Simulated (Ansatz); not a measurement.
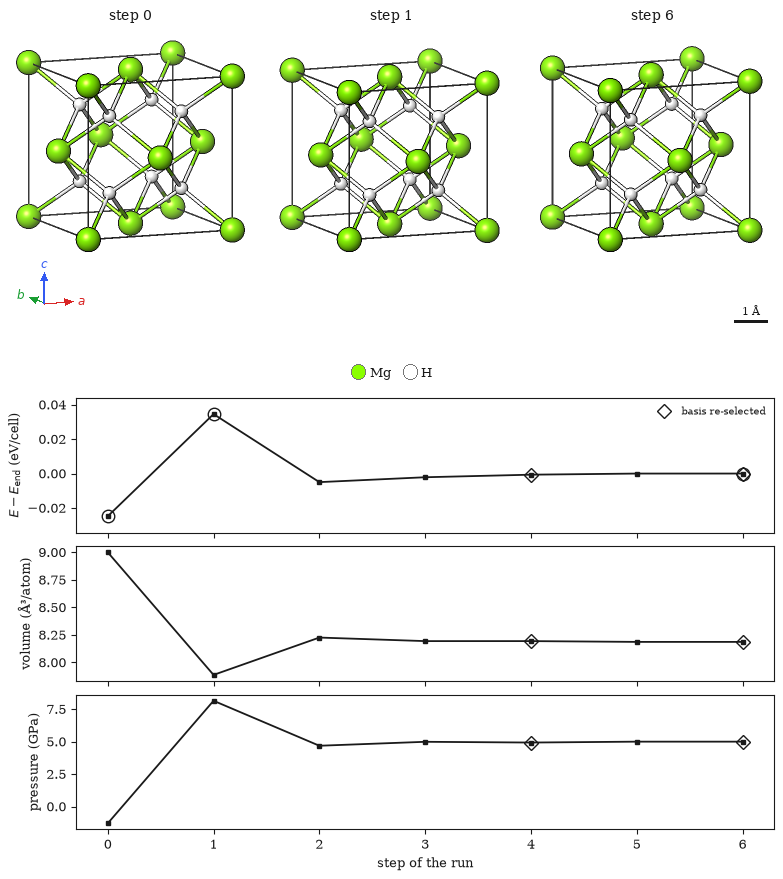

Frames of a relaxation of a crystal of MgH₂ (set up in Fm-3m), marked on the history of the run. The picture is a ball-and-stick view of the conventional cell (4 times the calculation's cell), seen slightly off an axis. Lengths and directions refer to the drawn axes.

The run lets cell and atoms move.

Level of theory: Kohn-Sham DFT of a periodic cell, PBEsol, Ansatz PAW in Ansatz.

Input file:
```yaml
crystal:
  lattice:
    - [0.0, 2.3810671667, 2.3810671667]
    - [2.3810671667, 0.0, 2.3810671667]
    - [2.3810671667, 2.3810671667, 0.0]
  atoms:
    - { symbol: Mg, position: [0.0, 0.0, 0.0] }
    - { symbol: H, position: [0.25, 0.25, 0.25] }
    - { symbol: H, position: [0.75, 0.75, 0.75] }
hamiltonian:
  xc: pbesol
  pseudopotentials: { kind: paw }
kpoints:
  mp_grid: { grid: [10, 10, 10] }
scf:
  occupations: { method: fermi_dirac, width: 0.05 }
output:
  forces: true
  stress: true
  eigenvalues: true
relax:
  f_tol: 0.01
  max_steps: 40
  cell: { stress_tol: 0.05, p_target: 5.0 }
```

Run as
```bash
ansatz run input.yaml --threads 2 --pin off --max-ram 5632MiB --backend cpu --events-out ev --progress --plain --runs-dir out
```

### Describe the path.

No atom moves by more than 0.005 Å relative to the cell. The drawn cell changes as follows: a = b = c 4.762 → 4.614 Å (−3.1 %); the volume changes by −9.0 %. Some distances before and after: H–Mg 2.062 → 1.998 Å. The space group stays Fm-3m (No. 225). After 4 accepted moves (6 points after the start) the energy has risen by 24.8 meV per cell of the calculation. With the target pressure of 5 GPa, the enthalpy E + pV changes by −51.3 meV per cell of the calculation. All forces vanish by symmetry, so only the cell relaxes. Pressure: −1.30 GPa at the start and 5.00 GPa at the end. At 2 points the geometry stayed and the basis and grid were re-selected for the new cell (energy shift of 1.5 meV per cell of the calculation at most each time). The run took 3 s on 2 threads of Arm Neoverse V2, with other jobs on the host, peak memory 0.27 GiB. From step 0 to 1: volume −12.4 %, energy +59.3 meV per cell of the calculation. From step 1 to 6: volume +3.8 %, energy −34.5 meV per cell of the calculation.
